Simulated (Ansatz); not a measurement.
**WS₂: band-structure calculation**

WS₂ (P6₃/mmc, 6 atoms in the cell), computed with DFT r2SCAN, scalar-relativistic, plane waves, PAW, no spin polarisation (Ansatz 0.2.0).

The structure derives from an entry of the Crystallography Open Database.

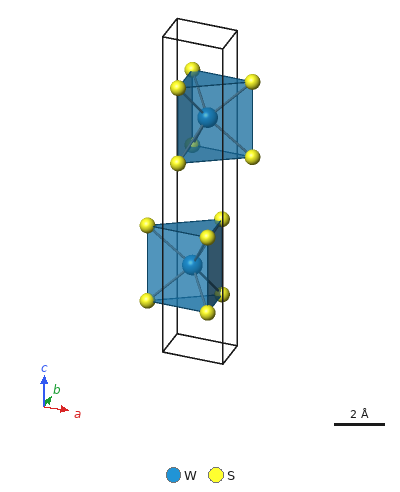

The input geometry (polyhedral view of the cell of the calculation, seen slightly off an axis; polyhedra are completed across the faces of the cell).

**Input**
```yaml
crystal:
  lattice:
    - [3.1819286911, 0.0, 0.0]
    - [-1.5909643456, 2.7556310795, 0.0]
    - [0.0, 0.0, 13.0608825275]
  atoms:
    - { symbol: W, position: [0.3333333333, 0.6666666667, 0.25] }
    - { symbol: W, position: [0.6666666667, 0.3333333333, 0.75] }
    - { symbol: S, position: [0.3333333333, 0.6666666667, 0.6305920195] }
    - { symbol: S, position: [0.6666666667, 0.3333333333, 0.1305920195] }
    - { symbol: S, position: [0.3333333333, 0.6666666667, 0.8694079805] }
    - { symbol: S, position: [0.6666666667, 0.3333333333, 0.3694079805] }
basis:
  ecutwfc: 500
kpoints:
  mp_grid: { grid: [12, 12, 4] }
  band_path:
    path:
      - [[0.0, 0.0, 0.0], [0.5, 0.0, 0.0], [0.33333333, 0.33333333, 0.0], [0.0, 0.0, 0.0], [0.0, 0.0, 0.5], [0.5, 0.0, 0.5], [0.33333333, 0.33333333, 0.5], [0.0, 0.0, 0.5]]
      - [[0.5, 0.0, 0.5], [0.5, 0.0, 0.0]]
      - [[0.33333333, 0.33333333, 0.5], [0.33333333, 0.33333333, 0.0]]
    npoints: 14
hamiltonian:
  xc: r2scan
scf:
  occupations: { method: gaussian, width: 0.02 }
  n_extra_bands: 15
output:
  forces: true
  stress: true
  eigenvalues: true
  populations: true
  dos: { projected: true, de: 0.02, nscf_kmesh: { grid: [18, 18, 6] } }
  bader: true
  write_density: true
  write_potential: true
  elf: true
  volumetric_format: npy
```

Machine: 4 threads of Arm Neoverse V1, 24 GiB of memory available, shared host.

Run as:
```bash
ansatz run input.yaml --threads 4 --pin off --max-ram 10240MiB --backend cpu --events-out ev --progress --plain --runs-dir out
```

**The program's output**
```
scf.n_extra_bands = 15 over 26 filled bands (N_el = 52.0): the run solves 41 bands
Engine: ansatz 0.2.0, aarch64-unknown-linux-gnu
Pseudopotentials: kind: paw
Pseudopotential: W, paw, valence charge 14, recommended cutoff 500 eV (meta_gga), W.paw.azcp
Pseudopotential: S, paw, valence charge 6, recommended cutoff 500 eV (meta_gga), S.paw.azcp
Functional definition: r2SCAN
  parameter k0 = 0.174
  parameter k1 = 0.065
  parameter a1 = 4.9479
  exchange = r2scan_x(k0 = k0, k1 = k1, a1 = a1)
  correlation = r2scan_c
Crystal: 6 atoms, lattice volume = 114.521 Å³
Basis set: ecut = 500 eV, 2897 PW (Γ), exchange–correlation on 96×96×384 points (64 copies of the dense FFT grid, shifted against one another)
Bands: 41, of which v1, the nominal top of the filled ones, is band 26 counted from 1 (25 counted from 0)
Symmetry: 24 space group operations
Space group: P63/mmc (ITA 194), of the structure as read, at distance tolerance 4.9e-5 Å
k-points: 57 of 576
Non-local potential: W, projectors of the file, l = 0: 3, l = 1: 2, l = 2: 2, l = 3: 1
Non-local potential: S, projectors of the file, l = 0: 2, l = 1: 2, l = 2: 2
PAW form: soft (Blöchl's): semilocal exchange-correlation on the pseudo side does not see the compensation charge
PAW frozen core: W, regenerated for the run's functional (the file was generated under x = pbe(κ = 0.804, μ = 0.2195149727645171), c = pbe(β = 0.06672455060314922))
PAW frozen core: S, regenerated for the run's functional (the file was generated under x = pbe(κ = 0.804, μ = 0.2195149727645171), c = pbe(β = 0.06672455060314922))
PAW one-centre angular grid: W, 590 points (default); XC on 160 Gauss nodes
PAW one-centre angular grid: S, 302 points (default); XC on 160 Gauss nodes
Initial density: superposition of atomic densities (neutral atoms: chi_scale 0, normalization atom), corrected by the library's trained network
Initial wavefunctions: pseudopotential atomic-orbital guess
Functional: x = r2scan, c = r2scan; τ floored in thin density (d = 2e-4 eV/Å³)
SCF iter   1: F=—  HF=-24423.164107 eV  |F-HF|=—  |Δ(HF+E_count)|=         —  Δρ=7.79e-3  dr2=5.31e-2  dr2_τ=1.66e-1  ethr=1.77e-3  ⟨swp⟩=6.6  Hψ=11588  notcnv=0  defer=84
preconditioner: auto → Resta (q_TF=auto, 2.392 Å⁻¹)  ε∞=4.2  [insulator: Δε(μ)=1.355 eV  Ē_g=11.627 eV  σ=0.020 eV  W_gap=1.00  n_scr=26 (ndim 8)  ℏωp=20.8 eV  f_vac=0.054  D(μ)=0.00/eV (n_scr^D=0)  ε∞_Penn≈4.2]
SCF iter   2: F=—  HF=-24423.299161 eV  |F-HF|=—  |Δ(HF+E_count)|=   1.35e-1  Δρ=4.52e-3  dr2=1.67e-2  dr2_τ=2.79e-3  ethr=1.02e-4  ⟨swp⟩=2.9  Hψ=4435  notcnv=0  defer=419
SCF iter   3: F=—  HF=-24423.302256 eV  |F-HF|=—  |Δ(HF+E_count)|=   3.10e-3  Δρ=2.78e-3  dr2=3.32e-3  dr2_τ=4.32e-4  ethr=3.21e-5  ⟨swp⟩=2.2  Hψ=2618  notcnv=0  defer=419
SCF iter   4: F=—  HF=-24423.306252 eV  |F-HF|=—  |Δ(HF+E_count)|=   4.00e-3  Δρ=1.70e-4  dr2=5.34e-5  dr2_τ=8.32e-6  ethr=6.39e-6  ⟨swp⟩=2.1  Hψ=3610  notcnv=0  defer=419
SCF iter   5: F=—  HF=-24423.306260 eV  |F-HF|=—  |Δ(HF+E_count)|=   8.43e-6  Δρ=7.03e-5  dr2=6.35e-6  dr2_τ=4.52e-7  ethr=1.03e-7  ⟨swp⟩=2.1  Hψ=2868  notcnv=0  defer=419
SCF iter   6: F=—  HF=-24423.306263 eV  |F-HF|=—  |Δ(HF+E_count)|=   2.78e-6  Δρ=1.81e-5  dr2=5.67e-7  dr2_τ=1.59e-8  ethr=1.22e-8  ⟨swp⟩=2.0  Hψ=2867  notcnv=0  defer=419
SCF iter   7: F=-24423.306263 eV  HF=-24423.306263 eV  |F-HF|=6.28e-9  |Δ(HF+E_count)|=   3.05e-7  Δρ=3.09e-6  dr2=6.57e-9  dr2_τ=9.84e-10  ethr=1.92e-10  ⟨swp⟩=17.1  Hψ=18986  notcnv=0
SCF 1 converged in 7 iterations: F = -24423.306263 eV  dr2 = 6.57e-9
  greatest PAW one-centre occupation: 0.999 electrons in one spin orbital (limit 2), on the W atom at site 1 (counted from 0), in its partial waves of l = 0
```

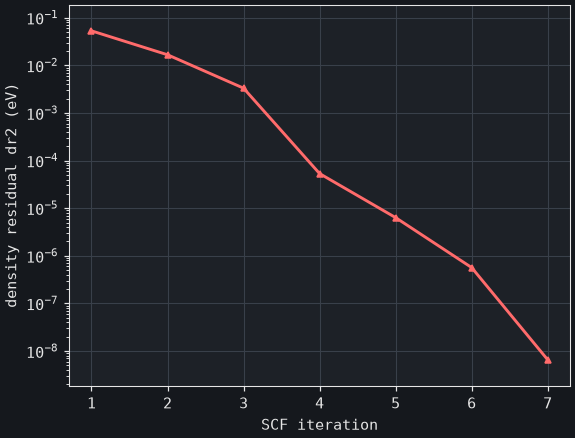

Convergence of the self-consistent field: density residual dr2 against the SCF iteration. The residual falls at every step.

```
NSCF: frozen V_eff on 129 k-points
NSCF: frozen V_eff on 148 k-points
SCF converged after 7 iterations
Free energy (F): -24423.306263 eV
Harris-Foulkes:  -24423.306263 eV  (|F-HF|=6.28e-9)
Internal energy: -24423.306263 eV  (E = F + TS)
E sigma→0 (E₀):  -24423.306263 eV
Fermi energy:    10.952860 eV
--- Per-component energies (eV) ---
  E_band       = -474.956320
  E_kinetic    = 1332.562935
  E_local      = -4048.621998  (includes V_loc(G=0)·N_el)
  E_nonlocal   = 115.463505
  E_hartree    = 1633.904248
  E_xc         = -866.366697
  E_vxc        = -899.628439  (∫ρ·V_xc dr)
  E_paw        = -19624.359038  (= ΣΔE_a)
  E_vpaw       = -287.141783  (= ΣTr[D̂ρ^β])
  E_aug_tail   = -0.000096  (compensation charges beyond the density's cutoff)
  E_vtau       = 44.600424  (kinetic-family band-sum trace: ∫τ·v_τ [+ j·A + Jᵃ·Aᵃ] dr)
  E_ewald      = -2964.274158
  E_core_change = -1.614965  (= ΣΔE_core)
  E_smearing   = -0.000000  (= −TS)
  E_closure    = 0.000000  (closes the sum)
  Σ components = -24423.306263   (vs F -24423.306263, Δ=0.00e0)
--- Forces (eV/Å), atoms counted from 1 ---
  atom   1  W      0.00000000     0.00000000     0.00000000
  atom   2  W     -0.00000000    -0.00000000     0.00000000
  atom   3  S     -0.00000000     0.00000000     0.00455826
  atom   4  S      0.00000000    -0.00000000     0.00455826
  atom   5  S     -0.00000000     0.00000000    -0.00455826
  atom   6  S      0.00000000    -0.00000000    -0.00455826
  max |Σ_I F_I| component: 1.39e-17 eV/Å
--- Stress (GPa, compression-positive) ---
       -0.039970       0.000000       0.000000
        0.000000      -0.039970       0.000000
        0.000000       0.000000      -0.025836
  P = ⅓ Tr σ = -0.0353 GPa (-0.353 kbar)
--- Band table (eV; the first three rows and the last of 57) ---
  k-point 0: bands = ["-66.1504", "-66.1504", "-29.7848", "-29.7848", "-29.6294", "-29.6294", "-29.6294", "-29.6294", "-5.8156", "-5.7115", "-4.1227", "-3.9150", "2.7950", "3.4274", "6.6693", "6.6693", "6.6754", "6.6754", "6.7953", "7.9478", "7.9478", "7.9698", "7.9698", "8.3819", "9.3494", "10.2689", "12.8106", "12.8106", "12.8156", "12.8156", "12.9272", "12.9272", "13.0114", "13.0114", "15.4712", "15.6837", "18.4374", "18.9514", "19.0631", "19.5565", "20.6133"]
  k-point 1: bands = ["-66.1504", "-66.1504", "-29.7848", "-29.7848", "-29.6295", "-29.6295", "-29.6294", "-29.6294", "-5.8016", "-5.7281", "-4.0914", "-3.9447", "2.8750", "3.3181", "6.6702", "6.6702", "6.6745", "6.6745", "6.9891", "7.9511", "7.9511", "7.9666", "7.9666", "8.0443", "9.6033", "10.1908", "12.8103", "12.8103", "12.8134", "12.8134", "12.9410", "12.9410", "13.0000", "13.0000", "15.5045", "15.6549", "18.5279", "18.9857", "19.0011", "19.3967", "20.6458"]
  k-point 2: bands = ["-66.1504", "-66.1504", "-29.7848", "-29.7848", "-29.6294", "-29.6294", "-29.6294", "-29.6294", "-5.7661", "-5.7661", "-4.0172", "-4.0172", "3.0826", "3.0826", "6.6723", "6.6723", "6.6723", "6.6723", "7.4707", "7.4707", "7.9588", "7.9588", "7.9588", "7.9588", "9.9583", "9.9583", "12.8107", "12.8107", "12.8107", "12.8107", "12.9716", "12.9716", "12.9716", "12.9716", "15.5819", "15.5819", "18.7620", "18.7620", "19.1492", "19.1492", "20.7270"]
  k-point 56: bands = ["-66.1292", "-66.1292", "-29.8959", "-29.8959", "-29.8602", "-29.8602", "-29.7084", "-29.7084", "-3.2429", "-3.2429", "-3.1114", "-3.1114", "3.7177", "3.7177", "4.1299", "4.1299", "5.0479", "5.0479", "5.5854", "5.5854", "6.3754", "6.3754", "7.2216", "7.2216", "9.7094", "9.7094", "11.6394", "11.6394", "13.2729", "13.2729", "14.0071", "14.0071", "15.5186", "15.5186", "17.0619", "17.0619", "17.1477", "17.1477", "19.4065", "19.4065", "21.6913"]
--- Löwdin populations: 6 sites ---
  site symbol       q [e]
     0      W     13.4988
     1      W     13.4988
     2      S      6.1312
     3      S      6.1312
     4      S      6.1312
     5      S      6.1312
  spilling = 0.009184 (of n_electrons = 52.000000)
--- Bader charges: 6 sites ---
  site symbol  charge [e]  shift [e]
     0      W      1.4630     0.0046
     1      W      1.4630     0.0046
     2      S     -0.7315     0.0023
     3      S     -0.7315     0.0023
     4      S     -0.7315     0.0023
     5      S     -0.7315     0.0023
  estimated error of the sums over rays = 7.9e-4 e
```

**File bader_charges.tsv**
```
# site	symbol	x_ang	y_ang	z_ang	partial_charge_e	electrons	volume_ang3	relative_density_drop	shared_charge_e	partial_wave_shift_e
# quadrature_error_electrons = 7.9e-4
0	W	0.0000	1.8371	3.2652	1.46299	72.53701	12.74	-	1.46299	0.00459
1	W	1.5910	0.9185	9.7957	1.46298	72.53702	12.74	-	1.46298	0.00459
2	S	0.0000	1.8371	8.2361	-0.73150	16.73150	22.26	-	-0.73150	0.00229
3	S	1.5910	0.9185	1.7056	-0.73150	16.73150	22.26	-	-0.73150	0.00229
4	S	0.0000	1.8371	11.3552	-0.73149	16.73149	22.26	-	-0.73149	0.00229
5	S	1.5910	0.9185	4.8248	-0.73149	16.73149	22.26	-	-0.73149	0.00229
```

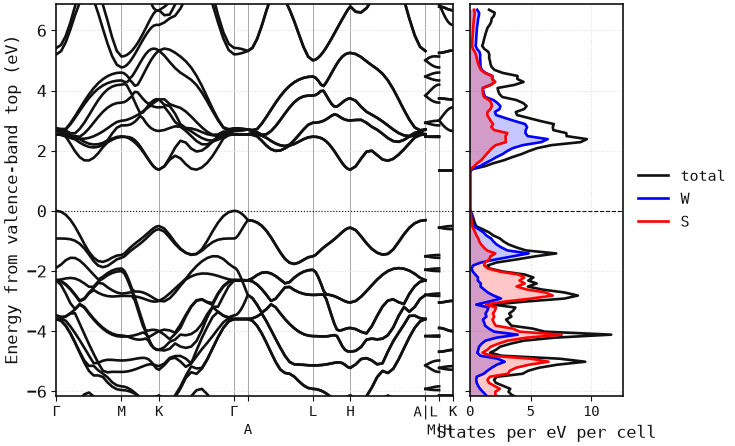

Band structure along Γ–M–K–Γ–A–L–H–A|L–M|H–K and density of states (projected on Löwdin-orthogonalised atomic shells), with energies from the valence-band top. There is a gap of 1.37 eV on this path, indirect, from Γ to K.

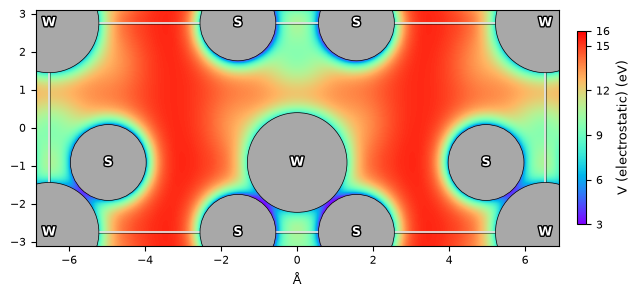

Electrostatic potential (local pseudopotential plus Hartree) felt by an electron on the (110) plane of the conventional cell. Grey discs, where drawn, cover atomic cores. The section cuts through W and S sites. Outside the cores the potential energy rises away from the atoms and is highest about 1.9 Å from the nearest atoms; outside the discs it spans about 12 eV, and its zero is arbitrary. Core electrons are frozen (PAW), so the fields are smoothed inside the atomic spheres.

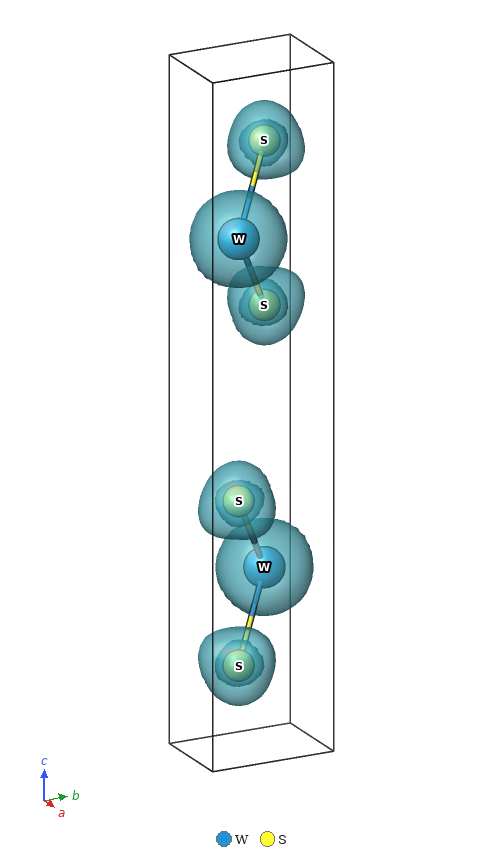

Isosurface of the valence pseudo-density at 1 e/Å³ (cyan), seen slightly off an axis. Sticks mark near contacts. The outline is the cell set on symmetry axes. At this value the density breaks into separate islands; it holds about 45 % of the electrons treated as valence (semicore included). It is pinched off along the W–S (2.41 Å) contacts. On the grid the lowest density along these lines, outside the cores, is 0.63 e/Å³ (W–S, 2.41 Å).

**Key numbers**

| quantity | value |
| --- | --- |
| outcome | converged |
| space group (tolerance 0.01 Å) | P6₃/mmc (194) |
| electrons treated | 52 |
| free energy | −24423.3063 eV |
| Fermi energy | 10.953 eV |
| gap on the k-point mesh | 1.37 eV |
| gap on the band path | 1.37 eV |
| pressure | −0.04 GPa |
| largest force (length of the vector) | 0.005 eV/Å |
| wall time | 41 s (CPU time 2.7 min) |
| peak memory | 0.93 GiB |

Spin–orbit coupling is left out, which matters for W.
